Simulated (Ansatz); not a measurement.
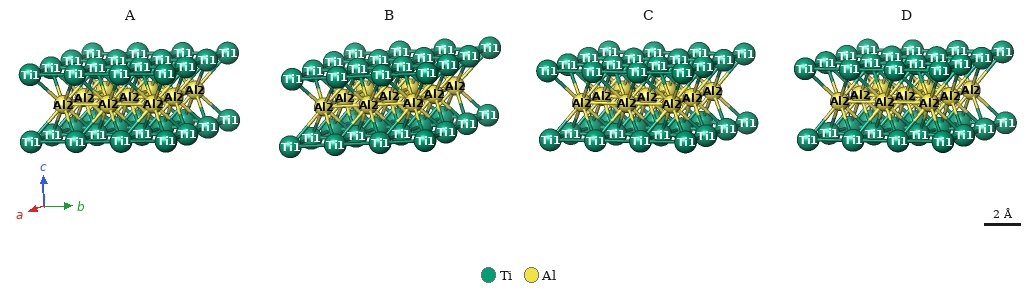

4 geometries from one relaxation of a crystal of TiAl (set up in P1), in shuffled order. The picture is a ball-and-stick view of the cell of the calculation, repeated 3 × 3 × 1 with one cell outlined, seen slightly off an axis.

Case: all atoms moved at random, sigma 0.05 Å for each component, cell strained at random, sigma 0.1; relaxed back.

Method: Ansatz 0.2.0, DFT LDA, scalar-relativistic, plane waves, PAW. Settings: plane-wave cutoff 420 eV; k-point mesh 12 × 12 × 8; occupations gaussian; smearing width 0.15 eV; no spin polarisation; cell and atoms relaxed; force threshold 0.01 eV/Å; at most 80 steps.

Q: Order the frames from highest to lowest energy.

A: B, A, C, D. They are steps 0, 1, 2, 7, at +172 meV per atom, +34.1 meV per atom, +6.5 meV per atom relative to the last. The largest moves relative to the cell, 0.053 Å, are those of Ti1 and Al2. Ti1 goes along [−2 −2 1]. Largest moves by element: Ti 0.053 Å, Al 0.053 Å. The volume changes by −0.3 %, with a 2.916 → 2.769 Å (−5.1 %), b 2.808 → 2.769 Å (−1.4 %), c 3.789 → 3.992 Å (+5.3 %), α 83.4° → 90.0°, β 94.3° → 90.0°, γ 87.7° → 90.0°. Among the contacts that change: Ti1–Al2 2.526 → 2.796 Å, Ti1–Al2 (another image) 2.577 → 2.796 Å, Ti1–Al2 (another image) 2.959 → 2.796 Å, Ti1–Ti1 2.916 → 2.769 Å. The space group (tolerance 0.01 Å) goes from P1 (No. 1) to P4/mmm (No. 123). After 5 accepted moves (7 points after the start) the energy has fallen by 172 meV per atom. The largest force component goes from 0.44 to under 0.0001 eV/Å. Pressure: 2.46 GPa at the start and 0.01 GPa at the end. At 2 points the geometry stayed and the basis and grid were re-selected for the new cell (energy shift of 1.7 meV per atom at most each time).
